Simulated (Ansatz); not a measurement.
**Run report: Si₁₃C₁₂, geometry relaxation (part 4 of 4)**

Si₁₃C₁₂ (slab, 25 atoms in the cell); DFT PBE, scalar-relativistic, plane waves, PAW, PAW set soft_1, spin-polarised (Ansatz 0.2.0); cutoff 420 eV, 6×6×1 k-mesh, Gaussian smearing of 0.05 eV, collinear spins. The structure derives from an entry of the Crystallography Open Database. The input holds or restrains some coordinates.

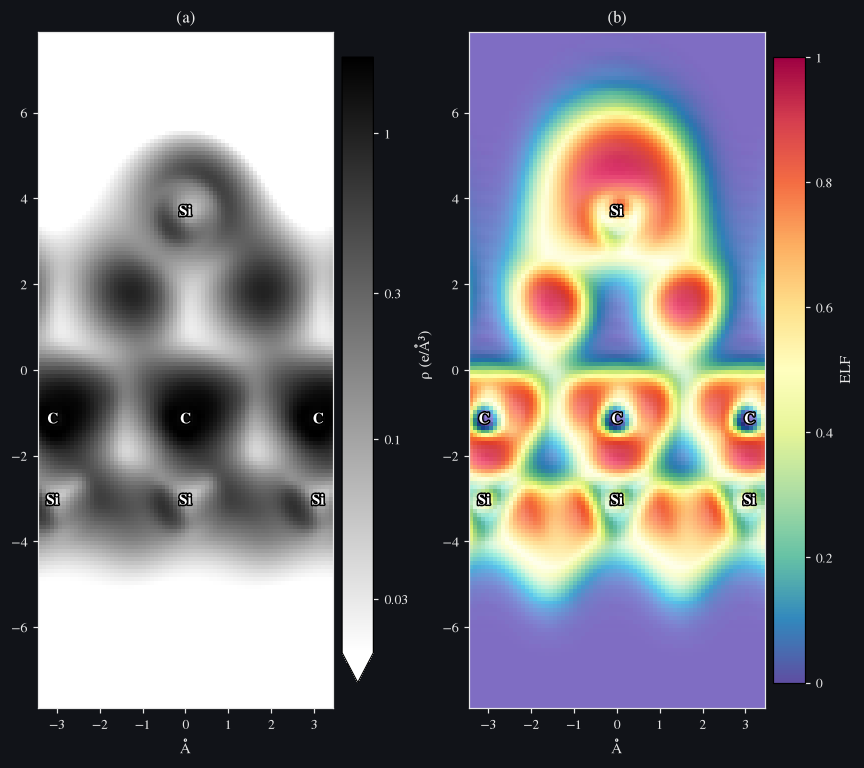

**Figure 1.** (a) valence charge density (pseudo); (b) electron localisation function on the (100) plane of the calculation cell, a cut from vacuum to vacuum. The section cuts through Si and C sites. The density dies away to nearly zero in the vacuum. In a PAW calculation such maps are meaningful between the atoms, not at the nuclei.

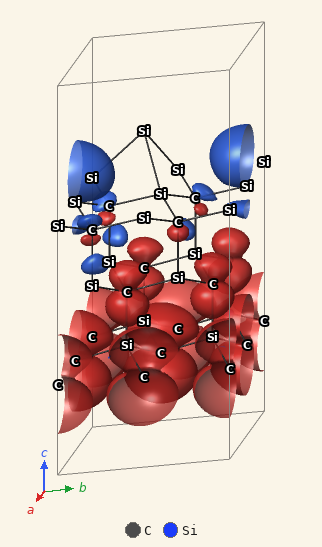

**Figure 2.** Isosurfaces of the magnetisation density (up minus down) at +0.01 (red) and −0.01 e/Å³ (blue), seen slightly off an axis. Sticks mark near contacts. The cell of the calculation (25 atoms) carries 3.1 μB net.
